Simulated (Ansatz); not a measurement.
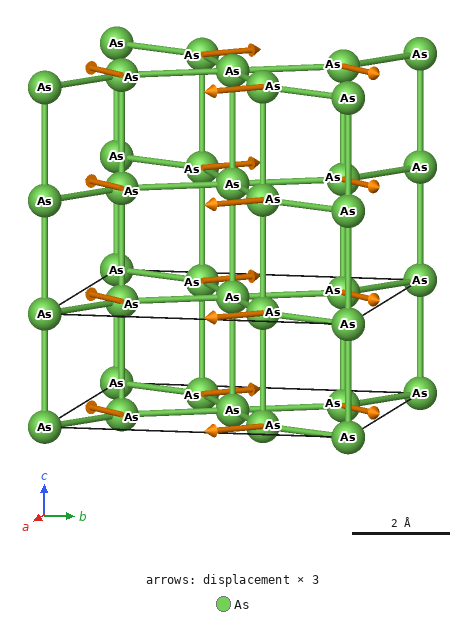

This is a relaxation of a crystal of As (a generated structure, set up in P4/mbm) (coarse preliminary run). The starting structure is drawn; orange arrows show the displacements (the part carried along by the change of the cell is left out), 3 times their true length.

Style: ball-and-stick. Shown: the cell of the calculation, repeated 1 × 1 × 3 with one cell outlined, slightly off an axis.

These are results of DFT PBE, scalar-relativistic, plane waves, PAW in Ansatz 0.2.0, not measurements. (plane-wave cutoff 420 eV; k-point mesh 4 × 4 × 8; occupations gaussian; smearing width 0.1 eV; no spin polarisation; cell and atoms relaxed; force threshold 0.04 eV/Å; at most 70 steps)

Q: What did the optimiser do to the structure, and how much energy did it gain?

A: After 7 accepted moves (10 points after the start) the energy has fallen by 4.875 eV per cell of the calculation. The largest force component goes from 1 to 0.0011 eV/Å. Pressure: 41.93 GPa at the start and 0.06 GPa at the end. The line search rejected the trial step at point 4 of the run. The SCF was repeated twice at an unchanged geometry on a basis and grid sized afresh for the cell, which shifted the energy by 44.2 meV per cell of the calculation at most. The largest moves relative to the cell, 0.48 Å, are those of As atoms. The volume changes by +33.1 %, with a = b 6.473 → 6.895 Å (+6.5 %), c 2.374 → 2.784 Å (+17.3 %). Some distances before and after: As–As 3.237 → 2.487 Å, As–As 2.374 → 2.784 Å, As–As 2.385 → 2.715 Å. Among the angles between lasting bonds that change: As–As–As 147.4° → 127.8°. The space group stays P4/mbm (No. 127). The run took 2.4 min on 1 thread of Arm Neoverse V1, with other jobs on the host, peak memory 0.46 GiB.
